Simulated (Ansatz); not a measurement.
## Wannier-function calculation, with input and output: TiO$_{2}$

System: TiO$_{2}$ (P4₂/mnm, 6 atoms in the cell).
Method: maximally localised Wannier functions of r2SCAN bands, plane waves, PAW, no spin polarisation (Ansatz 0.2.0).

The structure derives from an entry of the Crystallography Open Database. The geometry comes from this level: r2SCAN. It belongs to a series of runs on one base structure; here: metal d. Figures and captions count atoms from 1; the log counts them from 0 in places.

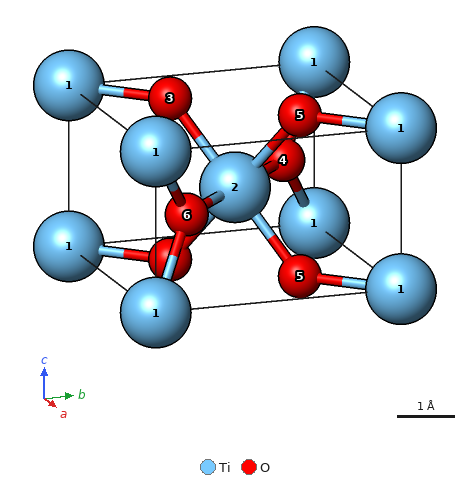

Figure 1. The structure (ball-and-stick view of the cell of the calculation, seen slightly off an axis; atoms are numbered from 1 in the order of the input). Near neighbours in the crystal (not all of them lie inside the picture): Ti has 6 O at 1.95 to 1.98 Å; O has 3 Ti at 1.95 to 1.98 Å.

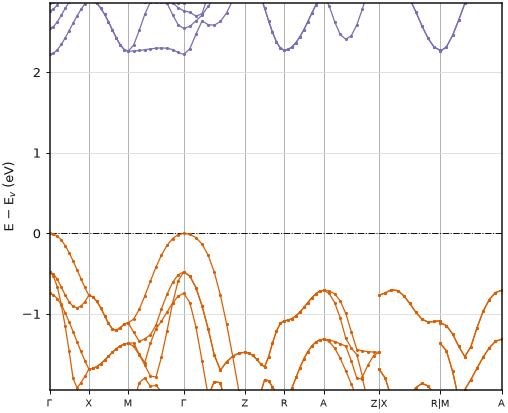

Figure 2. Band structure along Γ–X–M–Γ–Z–R–A–Z|X–R|M–A, with energies from the valence-band top. There is a gap of 2.22 eV on this path, direct, at Γ.

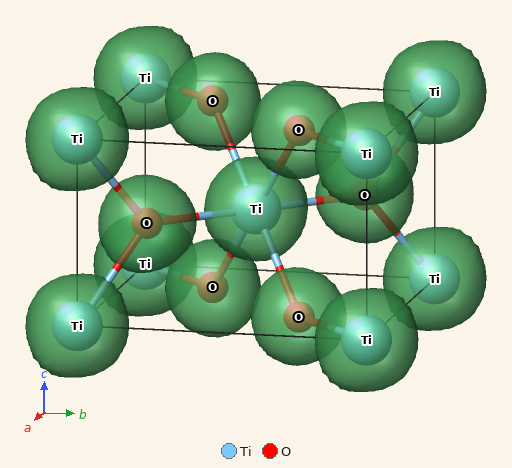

Figure 3. Isosurface of the valence pseudo-density at 1 e/Å³ (green), seen slightly off an axis. Sticks mark near contacts. The outline is the cell set on symmetry axes. At this value the density breaks into separate islands; it holds about 70 % of the electrons treated as valence (semicore included). It is pinched off along the Ti–O (1.95 Å) contacts. On the grid the lowest density along these lines, outside the cores, is 0.73 e/Å³ (Ti–O, 1.95 Å). Core electrons are frozen (PAW), so the fields are smoothed inside the atomic spheres.

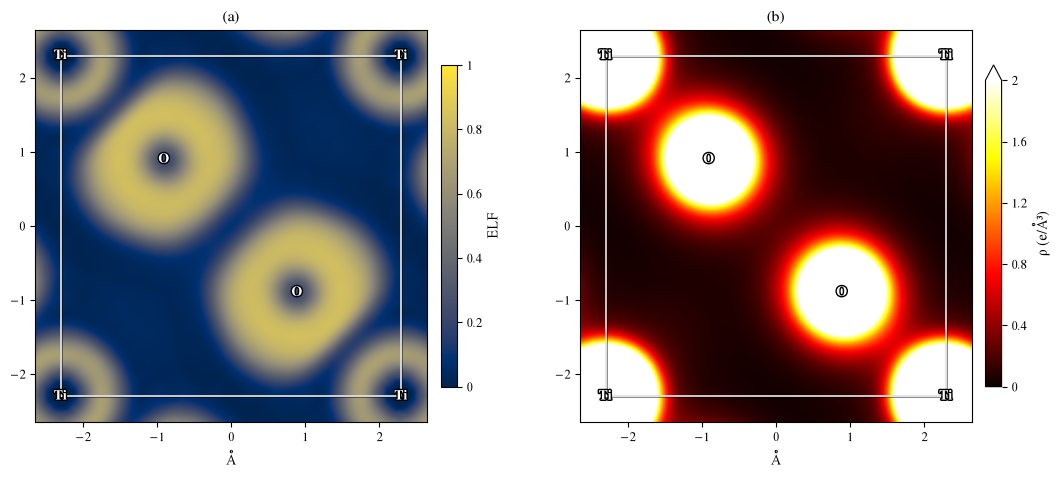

Figure 4. (a) ELF; (b) valence pseudo-density on the (001) plane of the conventional cell. The section cuts through Ti and O sites. Away from the nuclei the density in this plane falls to 0.03 e/Å³ at its lowest. The strong features right at Ti lie inside the PAW spheres (semicore, d or f shells) and say nothing about bonding.

The input that produced these results follows, with the program's output.

### Input
```yaml
crystal:
  lattice:
    - [4.5968460591, 0.0, 0.0]
    - [0.0, 4.5968460591, 0.0]
    - [0.0, 0.0, 2.9535014566]
  atoms:
    - { symbol: Ti, position: [0.0, 0.0, 0.0] }
    - { symbol: Ti, position: [0.5, 0.5, 0.5] }
    - { symbol: O, position: [0.3046430035, 0.3046430035, 0.0] }
    - { symbol: O, position: [0.1953569965, 0.8046430035, 0.5] }
    - { symbol: O, position: [0.6953569965, 0.6953569965, 0.0] }
    - { symbol: O, position: [0.8046430035, 0.1953569965, 0.5] }
kpoints:
  mp_grid: { grid: [4, 4, 6] }
  band_path:
    path:
      - [[0.0, 0.0, 0.0], [0.0, 0.5, 0.0], [0.5, 0.5, 0.0], [0.0, 0.0, 0.0], [0.0, 0.0, 0.5], [0.0, 0.5, 0.5], [0.5, 0.5, 0.5], [0.0, 0.0, 0.5]]
      - [[0.0, 0.5, 0.0], [0.0, 0.5, 0.5]]
      - [[0.5, 0.5, 0.0], [0.5, 0.5, 0.5]]
    npoints: 10
hamiltonian:
  xc: r2scan
scf:
  occupations: { method: fixed }
  n_extra_bands: 6
output:
  forces: false
  stress: false
  eigenvalues: true
  wannier:
    kmesh: [4, 4, 6]
    projections: [{ species: Ti, l: d, shell: 3 }]
    minimise: true
    write_hr: true
    conv_tol: 1.0e-08
    max_iter: 3000
  write_density: true
  write_potential: true
  elf: true
  volumetric_format: npy
```

### File wannier.win
```
! ansatz wannier90 interface
! projections by site (counted from 0) and shell: 0 3D, 1 3D
! states of the run's bands (counted from 1): 25-34
! their least projectability: 0.3752
num_bands = 10
num_wann  = 10
num_iter  = 2000
conv_tol = 1e-8
conv_window = 5
guiding_centres = true
write_hr = true

begin unit_cell_cart
Ang
             4.5968460591                      0.0                      0.0
                      0.0             4.5968460591                      0.0
                      0.0                      0.0             2.9535014566
end unit_cell_cart

begin atoms_frac
Ti                       0.0                      0.0                      0.0
Ti                       0.5                      0.5                      0.5
O               0.3046430035             0.3046430035                      0.0
O               0.1953569965             0.8046430035                      0.5
O               0.6953569965             0.6953569965                      0.0
O               0.8046430035             0.1953569965                      0.5
end atoms_frac

mp_grid = 4 4 6
```

Command:
```bash
ansatz run input.yaml --threads 4 --pin off --max-ram 5529MiB --backend cpu --events-out ev --progress --plain --runs-dir out
```

### What the program printed
```
scf.n_extra_bands = 6 over 24 filled bands (N_el = 48.0): the run solves 30 bands
Engine: ansatz 0.2.0, x86_64-unknown-linux-gnu
Pseudopotentials: kind: paw
Pseudopotential: Ti, paw, valence charge 12, recommended cutoff 500 eV (meta_gga), Ti.paw.azcp
Pseudopotential: O, paw, valence charge 6, recommended cutoff 500 eV (meta_gga), O.paw.azcp
Functional definition: r2SCAN
  parameter k0 = 0.174
  parameter k1 = 0.065
  parameter a1 = 4.9479
  exchange = r2scan_x(k0 = k0, k1 = k1, a1 = a1)
  correlation = r2scan_c
Crystal: 6 atoms, lattice volume = 62.410 Å³
Basis set: ecut = 500 eV, 1559 PW (Γ), exchange–correlation on 144×144×96 points (64 copies of the dense FFT grid, shifted against one another)
Bands: 30, of which v1, the nominal top of the filled ones, is band 24 counted from 1 (23 counted from 0)
Symmetry: 16 space group operations
Space group: P42/mnm (ITA 136), of the structure as read, at distance tolerance 4.0e-5 Å
k-points: 24 of 96
Non-local potential: Ti, projectors of the file, l = 0: 3, l = 1: 2, l = 2: 3, l = 3: 1
Non-local potential: O, projectors of the file, l = 0: 2, l = 1: 2, l = 2: 1
PAW form: soft (Blöchl's): semilocal exchange-correlation on the pseudo side does not see the compensation charge
PAW frozen core: Ti, regenerated for the run's functional (the file was generated under x = pbe(κ = 0.804, μ = 0.2195149727645171), c = pbe(β = 0.06672455060314922))
PAW frozen core: O, regenerated for the run's functional (the file was generated under x = pbe(κ = 0.804, μ = 0.2195149727645171), c = pbe(β = 0.06672455060314922))
PAW one-centre angular grid: Ti, 590 points (default); XC on 160 Gauss nodes
PAW one-centre angular grid: O, 302 points (default); XC on 160 Gauss nodes
Initial density: superposition of atomic densities (neutral atoms: chi_scale 0, normalization atom), corrected by the library's trained network
Initial wavefunctions: pseudopotential atomic-orbital guess
Functional: x = r2scan, c = r2scan; τ floored in thin density (d = 2e-4 eV/Å³)
SCF iter   1: F=—  HF=-7292.561801 eV  |F-HF|=—  |Δ(HF+E_count)|=         —  Δρ=2.75e-2  dr2=5.51e-1  dr2_τ=3.86e-1  ethr=1.77e-3  ⟨swp⟩=3.8  Hψ=2683  notcnv=0  defer=60
preconditioner: auto → Resta (q_TF=auto, 2.611 Å⁻¹)  ε∞=7.3  [insulator: Δε(μ)=2.736 eV  Ē_g=10.563 eV  n_scr=18 (ndim 8)  ℏωp=26.6 eV  f_vac=0.017  ε∞_Penn≈7.3]
SCF iter   2: F=—  HF=-7292.582815 eV  |F-HF|=—  |Δ(HF+E_count)|=   2.10e-2  Δρ=1.22e-2  dr2=4.46e-2  dr2_τ=2.82e-2  ethr=1.15e-3  ⟨swp⟩=3.0  Hψ=1580  notcnv=0  defer=37
SCF iter   3: F=—  HF=-7292.577343 eV  |F-HF|=—  |Δ(HF+E_count)|=   5.47e-3  Δρ=4.04e-3  dr2=6.08e-3  dr2_τ=5.39e-4  ethr=9.29e-5  ⟨swp⟩=2.0  Hψ=1123  notcnv=0  defer=88
SCF iter   4: F=—  HF=-7292.577136 eV  |F-HF|=—  |Δ(HF+E_count)|=   2.07e-4  Δρ=1.16e-3  dr2=4.19e-4  dr2_τ=1.05e-4  ethr=1.27e-5  ⟨swp⟩=2.0  Hψ=1012  notcnv=0  defer=96
SCF iter   5: F=—  HF=-7292.577206 eV  |F-HF|=—  |Δ(HF+E_count)|=   7.00e-5  Δρ=1.83e-4  dr2=2.33e-5  dr2_τ=1.49e-6  ethr=8.72e-7  ⟨swp⟩=2.1  Hψ=1049  notcnv=0  defer=96
SCF iter   6: F=—  HF=-7292.577219 eV  |F-HF|=—  |Δ(HF+E_count)|=   1.29e-5  Δρ=5.06e-5  dr2=2.18e-6  dr2_τ=1.10e-7  ethr=4.86e-8  ⟨swp⟩=2.0  Hψ=1285  notcnv=0  defer=37
SCF iter   7: F=—  HF=-7292.577219 eV  |F-HF|=—  |Δ(HF+E_count)|=   1.90e-8  Δρ=2.15e-5  dr2=3.37e-7  dr2_τ=1.64e-8  ethr=4.53e-9  ⟨swp⟩=2.2  Hψ=1010  notcnv=0  defer=37
SCF iter   8: F=-7292.577219 eV  HF=-7292.577219 eV  |F-HF|=2.98e-9  |Δ(HF+E_count)|=   2.92e-8  Δρ=2.81e-6  dr2=5.50e-9  dr2_τ=9.28e-11  ethr=2.08e-10  ⟨swp⟩=7.8  Hψ=2177  notcnv=0
SCF 1 converged in 8 iterations: F = -7292.577219 eV  dr2 = 5.50e-9
  greatest PAW one-centre occupation: 1.000 electrons in one spin orbital (limit 2), on the Ti atom at site 1 (counted from 0), in its partial waves of l = 0
NSCF: frozen V_eff on 93 k-points
NSCF: frozen V_eff on 28 k-points
the Wannier pass solved 28 of the 96 points of its mesh, and has the states at the others by symmetry: states obtained by the crystal's operations at points that were solved too leave a residual of 3.61e-13 eV (read by the count's bands and the next), within 6.67e-6 eV
NSCF: frozen V_eff on 28 k-points
the Wannier pass solved 28 of the 96 points of its mesh, and has the states at the others by symmetry: states obtained by the crystal's operations at points that were solved too leave a residual of 4.01e-13 eV (read by the count's bands and the next), within 6.67e-6 eV
SCF converged after 8 iterations
Free energy (F): -7292.577219 eV
Harris-Foulkes:  -7292.577219 eV  (|F-HF|=2.98e-9)
Internal energy: -7292.577219 eV  (E = F + TS)
E sigma→0 (E₀):  -7292.577219 eV
Fermi energy:    8.807809 eV
--- Per-component energies (eV) ---
  E_band       = -440.813600
  E_kinetic    = 1251.147335
  E_local      = -3079.131275  (includes V_loc(G=0)·N_el)
  E_nonlocal   = 191.763503
  E_hartree    = 1170.443537
  E_xc         = -482.939375
  E_vxc        = -693.271854  (∫ρ·V_xc dr)
  E_paw        = -2747.307931  (= ΣΔE_a)
  E_vpaw       = -497.807979  (= ΣTr[D̂ρ^β])
  E_aug_tail   = 0.004759  (compensation charges beyond the density's cutoff)
  E_vtau       = 45.594742  (kinetic-family band-sum trace: ∫τ·v_τ [+ j·A + Jᵃ·Aᵃ] dr)
  E_ewald      = -3595.923094
  E_core_change = -0.634678  (= ΣΔE_core)
  E_smearing   = -0.000000  (= −TS)
  E_closure    = 0.000000  (closes the sum)
  Σ components = -7292.577219   (vs F -7292.577219, Δ=0.00e0)
--- Band table (eV; the first three rows and the last of 24) ---
  k-point 0: bands = ["-50.3503", "-50.3328", "-25.6029", "-25.6029", "-25.4249", "-25.4249", "-25.3772", "-25.3417", "-10.4396", "-9.2903", "-8.5314", "-8.5314", "2.9390", "3.3155", "3.8060", "4.8581", "4.8581", "6.1749", "6.1749", "6.7528", "8.0631", "8.3301", "8.3301", "8.8078", "11.0283", "11.3516", "11.5699", "11.6680", "11.6680", "13.5287"]
  k-point 1: bands = ["-50.3389", "-50.3237", "-25.5708", "-25.5708", "-25.4941", "-25.4649", "-25.4200", "-25.4200", "-10.1558", "-9.1325", "-8.6674", "-8.6674", "3.3313", "3.6091", "4.1315", "4.6304", "4.6304", "6.0031", "6.6589", "6.6589", "7.0728", "7.8171", "7.8171", "8.6359", "11.4256", "11.5644", "11.5995", "11.9858", "11.9858", "13.5239"]
  k-point 2: bands = ["-50.3151", "-50.3063", "-25.7199", "-25.7047", "-25.5000", "-25.5000", "-25.4158", "-25.4158", "-9.5103", "-8.9373", "-8.9373", "-8.8824", "4.1302", "4.1571", "4.6860", "4.6860", "4.9428", "5.0592", "5.6526", "6.7261", "6.7261", "7.1841", "7.1841", "7.8109", "11.5025", "11.9033", "12.3392", "12.5675", "12.5675", "12.9072"]
  k-point 23: bands = ["-50.3003", "-50.3003", "-25.8246", "-25.8246", "-25.4523", "-25.4523", "-25.4293", "-25.4293", "-9.1604", "-9.1604", "-8.8578", "-8.8578", "4.0060", "4.0060", "4.1423", "4.1423", "5.1645", "5.1645", "5.9748", "5.9748", "7.4955", "7.4955", "8.1018", "8.1018", "11.7502", "11.7502", "12.3823", "12.3823", "12.4182", "12.4182"]
Wannier search: line search 1 of at most 3000: gauge-dependent spread (as the search counts it) 0.2132688 Å², largest recent change 4.8e-2 Å² and fall left 4.7e-5 Å² against conv_tol 1.0e-8 Å², 0 stops escaped
```

### File rho_z.tsv
```
# z_ang	rho[e/angstrom^3]
# format = ansatz-planar-average/11
# lattice	4.596846059	0.000000000	0.000000000
# lattice	0.000000000	4.596846059	0.000000000
# lattice	0.000000000	0.000000000	2.953501457
# sites	6
# site	22	0.000000000	0.000000000	0.000000000
# site	22	2.298423030	2.298423030	1.476750728
# site	8	1.400396990	1.400396990	0.000000000
# site	8	0.898026039	3.698820020	1.476750728
# site	8	3.196449069	3.196449069	0.000000000
# site	8	3.698820020	0.898026039	1.476750728
0.000000	1.170881e0
0.123063	1.118428e0
0.246125	9.712199e-1
0.369188	7.660690e-1
0.492250	5.638734e-1
0.615313	4.228105e-1
0.738375	3.735461e-1
0.861438	4.228105e-1
0.984500	5.638734e-1
1.107563	7.660690e-1
1.230626	9.712199e-1
1.353688	1.118428e0
1.476751	1.170881e0
1.599813	1.118428e0
1.722876	9.712199e-1
1.845938	7.660690e-1
1.969001	5.638734e-1
2.092064	4.228105e-1
2.215126	3.735461e-1
2.338189	4.228105e-1
2.461251	5.638734e-1
2.584314	7.660690e-1
2.707376	9.712199e-1
2.830439	1.118428e0
```

### File v_z.tsv
```
# z_ang	v_es[eV]	v_tot[eV]
# format = ansatz-planar-average/11
# xc	r2scan
# density_cutoff_ev	2000
# datasets	Ti=:simpson_from_first_knot:soft:shift=0	O=:simpson_from_first_knot:soft:shift=0
# lattice	4.596846059	0.000000000	0.000000000
# lattice	0.000000000	4.596846059	0.000000000
# lattice	0.000000000	0.000000000	2.953501457
# sites	6
# site	22	0.000000000	0.000000000	0.000000000
# site	22	2.298423030	2.298423030	1.476750728
# site	8	1.400396990	1.400396990	0.000000000
# site	8	0.898026039	3.698820020	1.476750728
# site	8	3.196449069	3.196449069	0.000000000
# site	8	3.698820020	0.898026039	1.476750728
0.000000	2.138239e0	-1.049156e1
0.123063	2.481431e0	-1.010754e1
0.246125	3.436541e0	-8.883939e0
0.369188	4.800225e0	-7.038346e0
0.492250	6.339249e0	-4.961321e0
0.615313	7.747948e0	-3.066564e0
0.738375	8.394013e0	-2.218183e0
0.861438	7.747948e0	-3.066564e0
0.984500	6.339249e0	-4.961321e0
1.107563	4.800225e0	-7.038346e0
1.230626	3.436541e0	-8.883939e0
1.353688	2.481431e0	-1.010754e1
1.476751	2.138239e0	-1.049156e1
1.599813	2.481431e0	-1.010754e1
1.722876	3.436541e0	-8.883939e0
1.845938	4.800225e0	-7.038346e0
1.969001	6.339249e0	-4.961321e0
2.092064	7.747948e0	-3.066564e0
2.215126	8.394013e0	-2.218183e0
2.338189	7.747948e0	-3.066564e0
2.461251	6.339249e0	-4.961321e0
2.584314	4.800225e0	-7.038346e0
2.707376	3.436541e0	-8.883939e0
2.830439	2.481431e0	-1.010754e1
```

### File wannier.spreads.toml
```
omega_i_ang2 = 14.49911552082731
omega_d_ang2 = 0.0000000000000000014372372922637802
omega_od_ang2 = 0.20530169681811228
omega_total_ang2 = 14.704417217645423
least_projectability = 0.3751682497212454
b_vectors_match_mmn = true
n_iter = 21
converged = true
rejected_fitted_steps = 2

[[wannier]]
r = [-0.00000000004941566940008871, 0.00000000005572719144904356, 0.00000000008490572481060661]
spread = 1.2573632228981455

[[wannier]]
r = [2.298423029565894, 2.2984230295184958, 1.4767507282902614]
spread = 1.2573632237061094

[[wannier]]
r = [2.2984230295536774, 2.2984230294935823, 1.4767507283137697]
spread = 1.3618682946926395

[[wannier]]
r = [0.00000000003931805579378896, -0.0000000000013693994919179308, 0.00000000003181266999259246]
spread = 1.3618682951795904

[[wannier]]
r = [2.298423029476373, 2.298423029515141, 1.476750728297158]
spread = 1.374172806105868

[[wannier]]
r = [0.00000000003624331042298954, -0.000000000022974313805474586, -0.000000000014530906807657434]
spread = 1.3741728067102117

[[wannier]]
r = [2.298423029563727, 2.298423029515007, 1.4767507283228414]
spread = 1.591539111095134

[[wannier]]
r = [0.000000000035187371004696574, -0.00000000004104231366953582, 0.0000000000009707384360072163]
spread = 1.5915391128368754

[[wannier]]
r = [2.298423029542774, 2.2984230295654844, 1.4767507283043522]
spread = 1.7672651720592452

[[wannier]]
r = [-0.000000000047619525823364056, 0.000000000015730853233000902, -0.000000000049054150370899915]
spread = 1.767265172361355

[[curvature_check]]
after_line_search = 10
omega_tilde_before_ang2 = 0.21185817895686304
krylov_steps = 36
lowest_ritz_value_ang2 = -0.01311404450396373
residual_ang2 = 2.381314233761667e-18
settled = true
first_negative_step = 4
curvature_along_ang2 = -0.013113368985503429
angle_rad = 0.8896541099815741
omega_tilde_after_ang2 = 0.2086076514333549
outcome = "escaped"

[[curvature_check]]
after_line_search = 21
omega_tilde_before_ang2 = 0.20530169681811228
krylov_steps = 25
lowest_ritz_value_ang2 = 0.008636237517314082
residual_ang2 = 6.849966406850534e-11
settled = true
outcome = "no-negative-curvature"
```

### Summary

| quantity | value |
| --- | --- |
| outcome | converged |
| space group (tolerance 0.01 Å) | P4₂/mnm (136) |
| electrons treated | 48 |
| free energy | −7292.5772 eV |
| total spread of the Wannier functions | 14.704 Å² |
| Fermi energy | 8.808 eV |
| gap on the k-point mesh | 2.22 eV |
| hardware | 4 threads of Intel Xeon @ 2.90GHz (Ice Lake), 64 GiB of memory available, shared host |
| wall time | 6.4 s (CPU time 20 s) |
| peak memory | 0.56 GiB |
